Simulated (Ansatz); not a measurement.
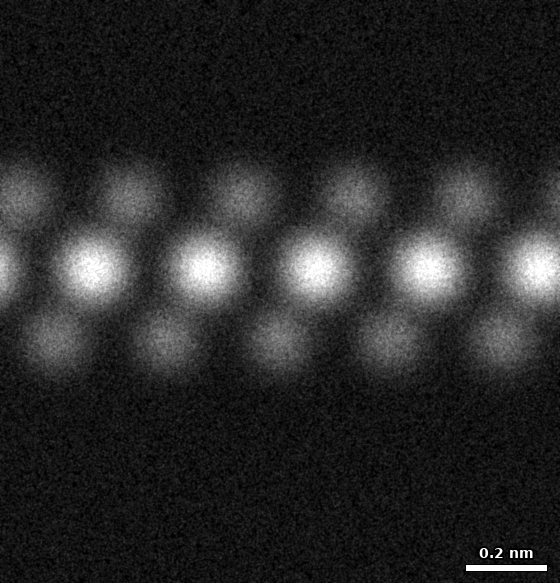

Cross-section of a slab, seen along a direction in its plane, the normal pointing up. Simulated incoherent Z contrast: every atom adds Z^1.7 spread by a probe of 1.20 Å full width; channelling and multiple scattering are left out. The display is stretched by a gamma of 0.65; percentages refer to the linear signal. Shot noise was added. Structure used: coordinates from a relaxation with Ansatz, DFT, PBEsol, plane waves, PAW; the starting structure was generated, so it need not be a known form of this composition. The model holds W and Se.

Q: How many atomic planes does the slab have, and what do they hold from top to bottom?

A: 3 planes (atoms within 0.35 Å in height count as one plane):

| plane | content | depth below the top plane (Å) |
| --- | --- | --- |
| 1 | Se | 0.0 |
| 2 | W | 1.7 |
| 3 | Se | 3.5 |

Q: How thick is it, and how does it end on either side?

A: The outermost planes are 3.5 Å apart. The upper face ends in Se and the lower in Se, so the sequence of planes is the same from both sides.

The model is a slab of composition WSe2.
